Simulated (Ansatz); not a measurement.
System: Mo, space group Im-3m (No. 229) (one of a set of cubic test structures, which need not be the stable phase).

One of the inputs:
```
crystal:
  lattice:
    - [-1.569395653639, 1.569395653639, 1.569395653639]
    - [1.569395653639, -1.569395653639, 1.569395653639]
    - [1.569395653639, 1.569395653639, -1.569395653639]
  atoms:
    - { symbol: Mo, position: [0.0, 0.0, 0.0] }
kpoints:
  mp_grid: { grid: [6, 6, 6] }
hamiltonian:
  xc: hse06
  pseudopotentials: { kind: paw }
scf:
  occupations: { method: fermi_dirac, width: 0.1 }
  convergence: { dr2_threshold: "1e-10 eV" }
  exx: { energy_threshold: "1e-8 eV" }
output:
  forces: true
  stress: true
  eigenvalues: true
```

Command:
```bash
ansatz run input.yaml --threads 2
```

How it was computed, with Ansatz 0.2.0 development build: equation of state of a cubic crystal from periodic Kohn-Sham density functional theory without spin, third-order Birch-Murnaghan fit to the free energies; pressure corrected for the finite basis. Level: HSE06.

```csv
setting,value
structure type,bcc
atoms in cell,1
space group number,229
lattice centring,body-centred primitive
k mesh,6×6×6
occupation method,Fermi–Dirac
occupation width,0.1 eV
wave cutoff,420 eV
datasets,soft-1 PAW
density tolerance,0 eV
bands,11
density cutoff ratio,4
search for lower states,default
exchange singularity,Wigner-Seitz
```

What does the calculation give for the energy above the lowest point and pressure against volume? The volume takes the values 14.52, 14.99, 15.46, 15.94, 16.41 Å³/atom.

A third-order Birch–Murnaghan fit gives V0 = 15.34 Å³/atom, B0 = 296 GPa and B′ = 4.3. The energy above the lowest point is 44.8 meV/atom at volume 14.52 Å³/atom and 59.9 meV/atom at 16.41 Å³/atom; the lowest computed point is at volume 15.46 Å³/atom (0.0 meV/atom). The pressure falls from 18.5 GPa at volume 14.52 Å³/atom to −17.2 GPa at 16.41 Å³/atom, and changes sign near 15.35 Å³/atom.

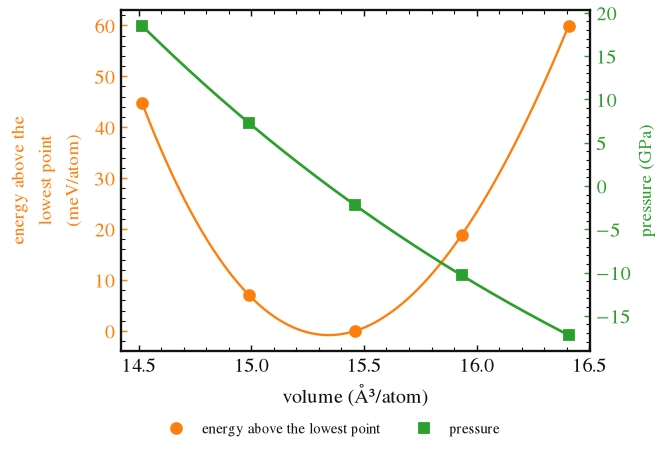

Caveats: coarse k-mesh, values are not converged in k.
